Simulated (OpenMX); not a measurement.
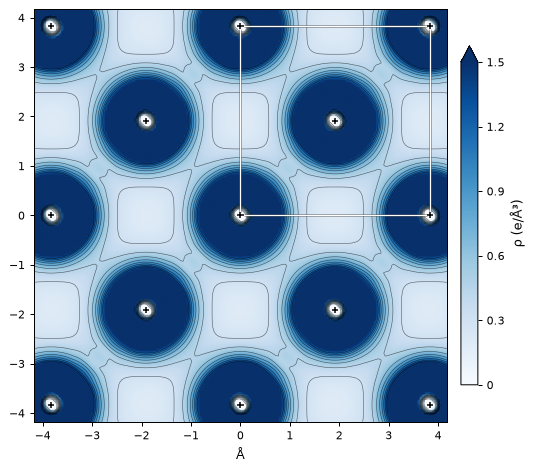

The valence pseudo-density on a plane through atoms (crosses mark nuclei in the plane).

Computed with Kohn-Sham DFT of a periodic cell, LDA, OpenMX 2013 LDA set in OpenMX 3.8.5.

Candidates:
A. WS, a = 3.44 Å, b = 3.44 Å, c = 3.44 Å, α = 90.00°, β = 90.00°, γ = 90.00°. Space group Pm-3m; a structure from a database of computed crystals, not necessarily the ambient phase; a generated structure, not necessarily the stable one; computed pressure about −42 GPa in this cell.
B. Ir, a = 3.83 Å, b = 3.83 Å, c = 3.83 Å, α = 90.00°, β = 90.00°, γ = 90.00°. Space group Fm-3m; computed pressure about −3 GPa in this cell.

Question: Which system is this?

Answer: Candidate B: Ir on the (010) plane of the conventional cell, which holds Ir. Ir–Ir (2.71 Å): ρ is about 0.5 e/Å³ halfway.
